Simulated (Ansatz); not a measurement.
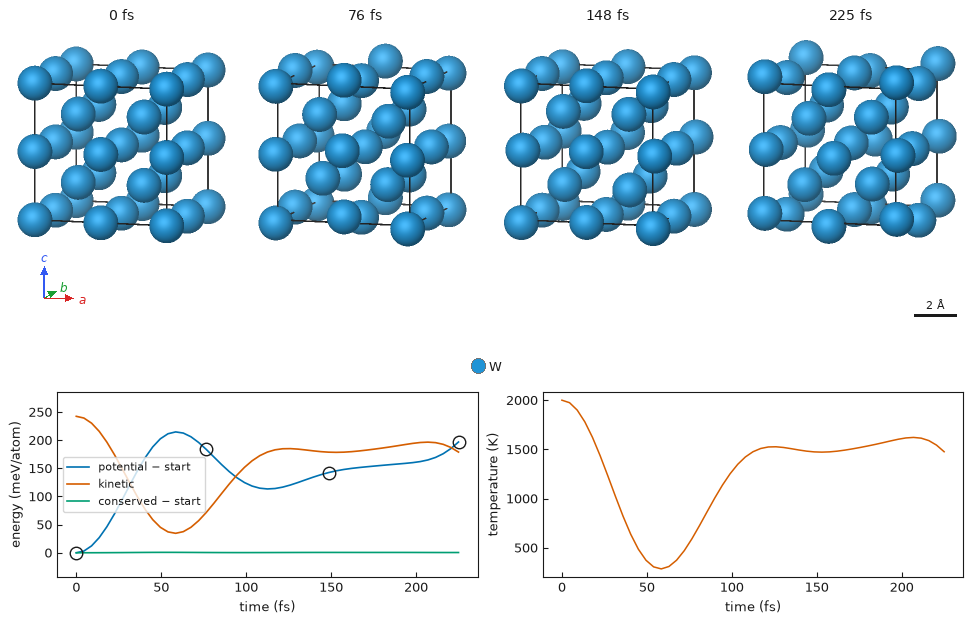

A Born-Oppenheimer molecular dynamics run of a 16-atom cell of W, 225 fs long. The cell was cut from the bcc crystal. Frames and the history of the run. Style: spheres-only. Shown: the simulation cell, slightly off an axis.

Theory: DFT PBE, scalar-relativistic, plane waves, PAW (Ansatz). Run with plane-wave cutoff 420 eV; k-point mesh 3 × 3 × 3; Fermi-Dirac smearing 0.17 eV; volume 1.15 times that of the relaxed crystal; Nosé-Hoover thermostat (NVT); set temperature 2000 K; time step 4.5 fs; thermostat time 100.0 fs.

The input:
```yaml
crystal:
  lattice:
    - [6.621398, 0.0, 0.0]
    - [0.0, 6.621398, 0.0]
    - [0.0, 0.0, 6.621398]
  atoms:
    - { symbol: W, position: [0.0, 0.0, 0.0] }
    - { symbol: W, position: [0.5, 0.0, 0.0] }
    - { symbol: W, position: [0.0, 0.5, 0.0] }
    - { symbol: W, position: [0.0, 0.0, 0.5] }
    - { symbol: W, position: [0.25, 0.25, 0.25] }
    - { symbol: W, position: [0.5, 0.5, 0.0] }
    - { symbol: W, position: [0.5, 0.0, 0.5] }
    - { symbol: W, position: [0.75, 0.25, 0.25] }
    - { symbol: W, position: [0.0, 0.5, 0.5] }
    - { symbol: W, position: [0.25, 0.75, 0.25] }
    - { symbol: W, position: [0.25, 0.25, 0.75] }
    - { symbol: W, position: [0.5, 0.5, 0.5] }
    - { symbol: W, position: [0.75, 0.75, 0.25] }
    - { symbol: W, position: [0.75, 0.25, 0.75] }
    - { symbol: W, position: [0.25, 0.75, 0.75] }
    - { symbol: W, position: [0.75, 0.75, 0.75] }
basis:
  ecutwfc: 420.0
kpoints:
  mp_grid: { grid: [3, 3, 3] }
hamiltonian:
  xc: pbe
scf:
  occupations: { method: fermi_dirac, width: 0.17 }
  lower_state_search: "off"
md:
  timestep: 4.5
  n_steps: 50
  ensemble: nvt_nose_hoover
  temperature: 2000.0
  initial_velocities: maxwell_boltzmann
  seed: 940074
  nose_hoover: { tau: 100.0, chain_length: 5 }
```

Command:
```bash
ansatz run input.yaml --threads 4 --pin off --max-ram 10240MiB --backend cpu --events-out ev --progress --plain --runs-dir out
```

What do the frames and curves show?

The mean temperature in the second half is 1529 K (standard deviation 49 K). The potential energy is still drifting at the end, so the run hasn't reached equilibrium. The potential energy in the second half lies on average 149 meV per atom above the first frame. Root-mean-square distances from the starting positions over the second half, with the common drift of all atoms taken out: W 0.17 Å. That is small against the typical shortest distance between atoms in the first frame, about 2.9 Å: the atoms vibrate about their sites and the arrangement holds.

The run took 10 min on 4 threads of Arm Neoverse V2, on a shared host, peak memory 1.6 GiB.
